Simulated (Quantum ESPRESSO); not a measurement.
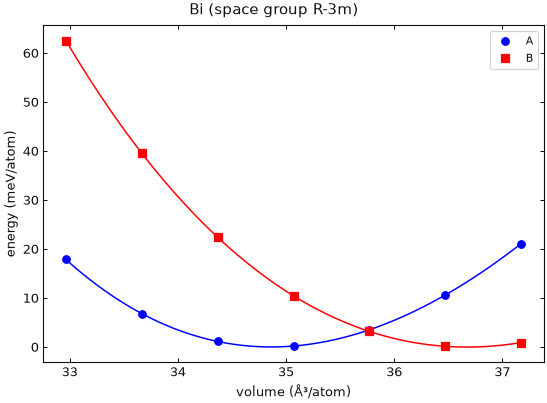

The plot gives the computed energy against volume, with one curve for each functional, for Bi (space group R-3m). The labels are replaced by letters. In alphabetical order the cases are: PBE; PBEsol.

Method: plane-wave DFT, no spin polarisation; energies at scaled volumes of the given cell, shape and fractions fixed, counted from the fit's minimum, third-order Birch-Murnaghan fit (Quantum ESPRESSO 7.5). All runs: no spin polarisation.

- k mesh: 7×7×7
- occupations: Fermi–Dirac
- smearing width: 0.05 eV
- wave cutoff: 898 eV
- density cutoff: 3592 eV

**Which letter stands for which functional?**

A: PBEsol; B: PBE.

Note: spin-orbit coupling left out, heavy elements; shape and atomic fractions are frozen while scaling, which makes layered, chain and framework solids too stiff.
